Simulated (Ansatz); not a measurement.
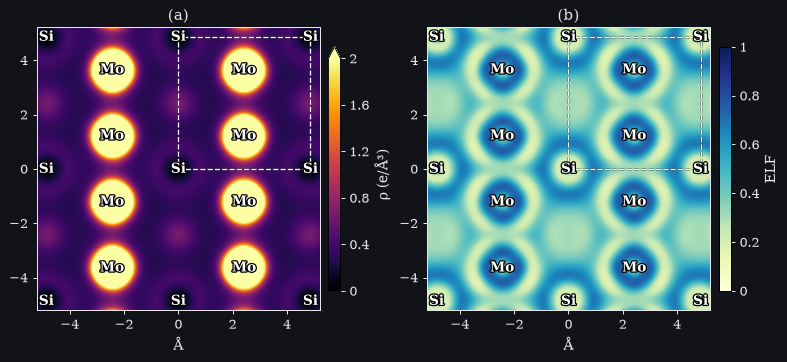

The picture shows: SiMo3. (a) valence charge density (pseudo); (b) electron localisation function on the (010) plane of the conventional cell.

Space group Pmm2; changed on purpose from its base cell (atom 1 (Si) moved +0.150 A along Cartesian [0 0 1]); not relaxed (largest force 1.5 eV/Å); computed without spin polarisation.

All numbers below come from Ansatz, DFT PBEsol, scalar-relativistic, plane waves, PAW.

The density is the valence pseudo-density of a PAW calculation; it isn't the true density close to the nuclei.

Describe what can be read from this map.

The plane passes through Si and Mo nuclei.
Mo–Mo (2.43 Å): ρ at the midpoint is about 0.65 e/Å³; the ELF is about 0.30 at the midpoint.
Si–Mo (2.72 Å): the density is about 0.32 e/Å³ at the midpoint; the ELF peaks at about 0.65 in the valence shell of Si, 0.9 Å from its nucleus, and is about 0.30 at the midpoint.
Between the atoms the lowest density in this plane is 0.27 e/Å³.
The features right at Mo lie inside the PAW spheres, where the map follows smoothed inner orbitals and isn't to be read closely.
